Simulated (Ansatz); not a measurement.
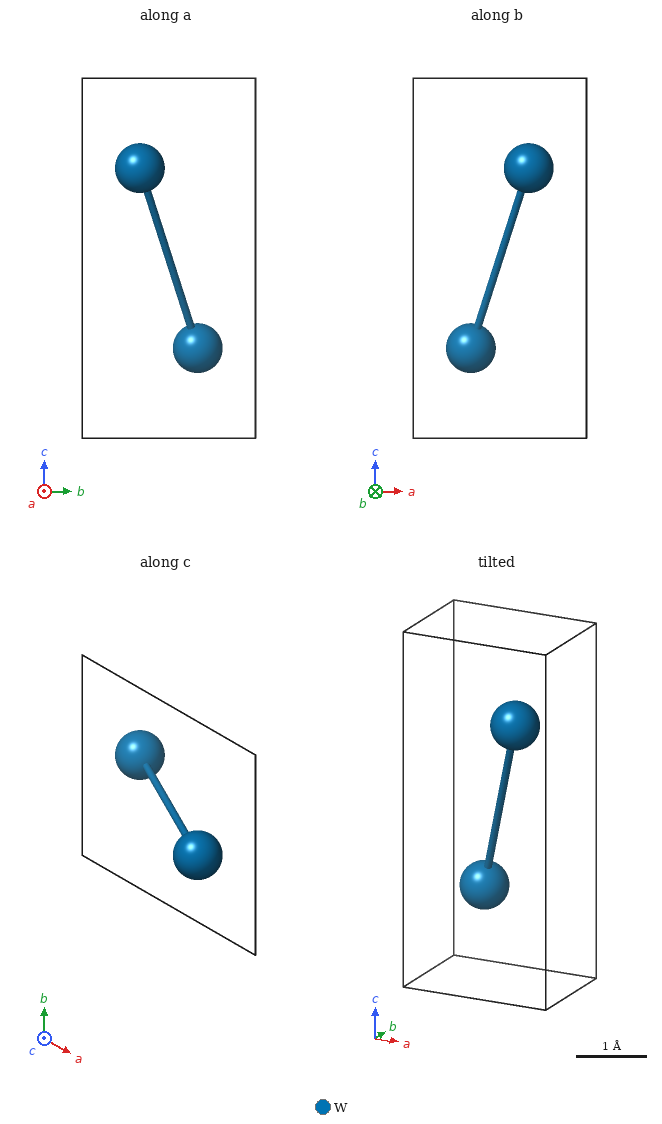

Structure drawing (ball-and-stick), viewed along the a axis, along the b axis, along the c axis and slightly off an axis. One conventional unit cell is framed, with atoms on its boundary repeated.

Lattice parameters: a = 2.863 Å, b = 2.863 Å, c = 5.146 Å, α = 90.00°, β = 90.00°, γ = 120.00°. Put a along x and b in the xy plane.

**Convert the drawing into a POSCAR file.**

```
W
1.0
     2.863    0.000    0.000
    -1.431    2.479    0.000
     0.000    0.000    5.146
W
2
Direct
  0.3333 0.6667 0.2500
  0.6667 0.3333 0.7500
```

The initial geometry was a structure type filled with this element by a generator (whether the element takes this form wasn't checked). Earlier steps of the study may have refined or changed the cell and positions. It went into a calculation with Ansatz.

At this level of theory the cell isn't at rest (stretched, at -27 GPa), so its distances can differ from those at equilibrium, the more so the softer the solid.
